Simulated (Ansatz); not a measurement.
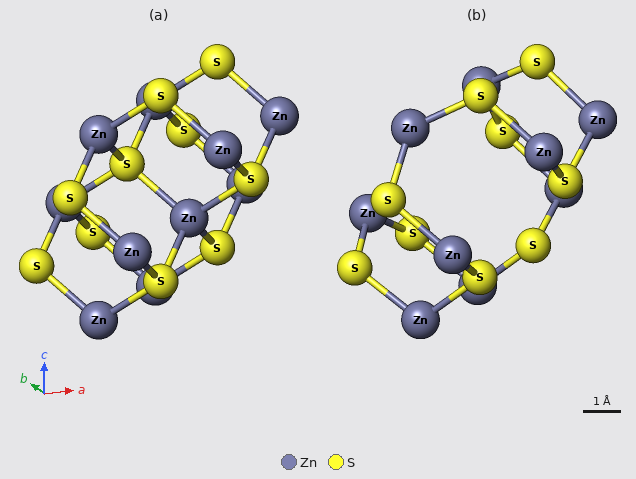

Left: perfect ZnS. Right: the same region with a pair of point defects, after relaxing the atoms in a supercell of 64 sites. Style: ball-and-stick. Shown: the atoms within 4.5 Å of one point, slightly off an axis.

Theory: Ansatz, DFT, PBEsol, PAW, plane waves. Set-up: plane-wave cutoff 420 eV; k-point mesh 1 × 1 × 1; mesh shifted by (0.25, 0.25, 0.25); no spin polarisation. Fermi-Dirac smearing of 0.01 eV. The axes drawn are those of the host's conventional cell.

Question: What kind of defect was made?

Answer: A zinc atom is taken out (a vacancy) and a sulfur atom is taken out (a vacancy), the two sites 2.3 Å apart.

The charge state of the cell is 0.

Question: How does the lattice respond?

Answer: Around the empty Zn site the host had 4 S at 2.32 Å; after relaxation the nearest atoms are 3 S at 2.18 Å. Around the empty S site the host had 4 Zn at 2.32 Å; after relaxation the nearest atoms are 3 Zn at 2.88 to 2.89 Å. Of the host's atoms, a zinc atom moves furthest from its site, by 0.57 Å.
